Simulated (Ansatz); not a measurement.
Single-point calculation of TaN

System: TaN (P1, 8 atoms in the cell).
Method: DFT, PBEsol, paw_fr, spin-orbit coupling (Ansatz 0.2.0).

The structure derives from an entry of the Crystallography Open Database.

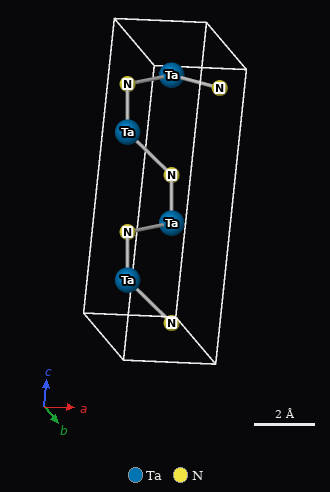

The structure (ball-and-stick view of the cell of the calculation, set on other vectors, seen at an oblique angle).

## The input
```yaml
crystal:
  lattice:
    - [-3.1222862254, 0.0, 0.0]
    - [-1.5611431127, -2.7039791891, 0.0]
    - [-0.5203810376, -0.9013263964, 12.1049231048]
  atoms:
    - { symbol: Ta, position: [0.3333333333, 0.0270684736, 0.9187945792] }
    - { symbol: Ta, position: [0.3333333333, 0.1937351403, 0.4187945792] }
    - { symbol: Ta, position: [0.6666666667, 0.6104018069, 0.1687945792] }
    - { symbol: Ta, position: [0.6666666667, 0.4437351403, 0.6687945792] }
    - { symbol: "N", position: [0.3333333333, 0.3062648597, 0.0812054208] }
    - { symbol: "N", position: [0.3333333333, 0.1395981931, 0.5812054208] }
    - { symbol: "N", position: [0.6666666667, 0.5562648597, 0.3312054208] }
    - { symbol: "N", position: [0.6666666667, 0.3895981931, 0.8312054208] }
  symmetry: { detect: false }
basis:
  ecutwfc: "800 eV"
kpoints:
  mp_grid: { grid: [14, 14, 4] }
hamiltonian:
  xc: pbesol
  pseudopotentials: { kind: paw_fr }
scf:
  occupations: { method: gaussian, width: 0.15 }
output:
  forces: true
  eigenvalues: true
  stress: true
magnetization:
  noncollinear: true
  spin_orbit: true
```

Run as:
```bash
ansatz run input.yaml --threads 4 --pin off --max-ram 8192MiB --backend cpu --events-out ev --progress --plain --runs-dir out
```

## Output
```
Engine: ansatz 0.2.0, x86_64-unknown-linux-gnu
Pseudopotentials: kind: paw_fr
Pseudopotential: Ta, paw_fr, valence charge 13, recommended cutoff 420 eV (normal), Ta.paw.azcp#standard-fr
Pseudopotential: N, paw_fr, valence charge 5, recommended cutoff 420 eV (normal), N.paw.azcp#standard-fr
Functional definition: PBEsol
  exchange = pbesol_x
  correlation = pbesol_c
non-collinear run that drives no moment, with spin-orbit: no starting moment large enough to seed its density (crystal.atoms[].spin), no starting occupations that ask for one, no magnetisation constraint and no magnetic field, so the semilocal B_xc is pinned to zero
name one with --spill-dir DIR, on a local disk that has 4.88 GiB free on top of a fifth of its size, which is kept free (a 1 TiB disk: 209.68 GiB free)
with nothing else changed it takes a maximum of at least 11.49 GiB, with nothing to spare, and 12.64 GiB leaves up to a tenth: --max-ram 12.64GiB where that set the maximum, else more of the term that did, and with no share typed, where 12.64 GiB is over 0.88 of the host's memory or its container's limit, a share of 0.88 or more that holds the maximum too (--max-ram-frac F), where one does; The budget is ten elevenths of this run's memory maximum, which was set by `override`, `--max-ram`. Only more of that lifts it, as far as the next of its terms, where there is one: `probe`, the memory found free on the host or within its container's limit (plus what this process already holds); `hard-limit-fraction`, `--max-ram-frac`'s share of the host's memory or its container's limit, at most the whole. Or run on fewer --threads (every phase holds memory for each worker), or reduce the deck (k-points, bands, cutoff, basis.xc_grid; a resume cannot: its deck is fixed); --dry-run prints the memory plan (there is none under scf.eigensolver.kind: dense, nor of a phonons: deck that is refused for the q-mesh of its integrals; under relax.cell it leaves out what runs after the relaxation; the manual's page Python interface lists what else it leaves out, under The engine at run.memory_plan())
```

## What the run reported

| quantity | value |
| --- | --- |
| outcome | refused by the program |
| space group (tolerance 0.01 Å) | P1 (1) |
| hardware | 4 threads of Intel Xeon @ 2.50GHz (Skylake/Cascade Lake), 189 GiB of memory available, shared host |

## Diagnosis

Settings chosen away from the usual ones: hamiltonian.pseudopotentials set to {"kind": "paw_fr"}; magnetization set to {"noncollinear": true, "spin_orbit": true}; basis.ecutwfc set to 800 eV (from 520.0); crystal.symmetry set to {"detect": false}. The program refused the input: “memory limit exceeded: the `cold-start seed` phase needs 11.49 GiB against the run's memory maximum of 8.00 GiB; largest carriers: wavefunctions 10.80 GiB, unmodelled-tail allowance 0.36 GiB, plane-wave basis 0.24 GiB, ion tables 0.08 GiB, trial-orbital tables 0.01 GiB …”
